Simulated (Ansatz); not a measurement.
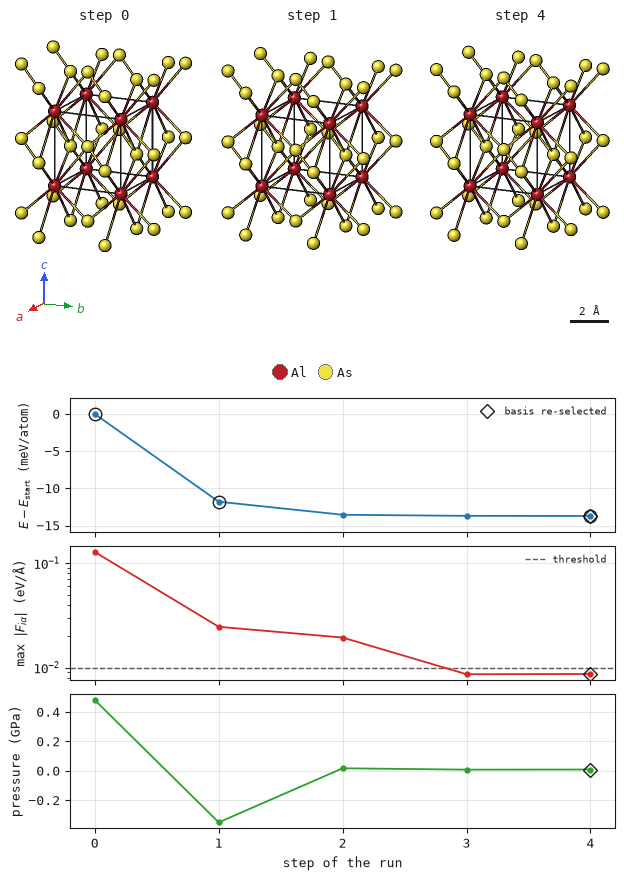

Frames of a relaxation of a crystal of AlAs$_{2}$ (a generated structure, set up in P-4m2), marked on the history of the run. The picture is a ball-and-stick view of the cell of the calculation, seen from a free direction.

These are results of Ansatz 0.2.0, DFT PBE, scalar-relativistic, plane waves, PAW, not measurements. (plane-wave cutoff 420 eV; k-point mesh 12 × 12 × 12; occupations gaussian; smearing width 0.1 eV; no spin polarisation; cell and atoms relaxed; force threshold 0.01 eV/Å; at most 80 steps)

Question: What happens along the run?

Answer: The energy falls by 13.7 meV per atom in 3 accepted moves (4 points after the start). The largest force component goes from 0.13 to 0.0087 eV/Å. The pressure goes from 0.48 to 0.01 GPa. At 1 point the geometry stayed and the basis and grid were re-selected for the new cell (energy shift of less than 0.05 meV per atom at most each time). The largest moves relative to the cell, 0.054 Å, are those of As atoms. Al stays in place. The drawn cell changes as follows: a = b 3.915 → 3.977 Å (+1.6 %), c 4.115 → 3.960 Å (−3.8 %); the volume changes by −0.7 %. Among the contacts that change: Al–As 3.086 → 2.996 Å, Al–As 2.613 → 2.629 Å. The space group stays P-4m2 (No. 115). From step 0 to 1: As atoms move most (0.05 Å), volume −0.4 %, energy −11.8 meV per atom. From step 1 to 4: volume −0.3 %, energy −1.9 meV per atom.

```
step  E − E(0), meV/atom  largest force component, eV/Å  pressure, GPa  volume, Å³/atom                      note
   0                0.00                         0.1284           0.48           21.031                          
   1              -11.80                         0.0246          -0.35           20.943                          
   2              -13.55                         0.0194           0.02           20.901                          
   3              -13.70                         0.0086           0.01           20.882                          
   4              -13.71                         0.0087           0.01           20.882  same geometry, new basis
```
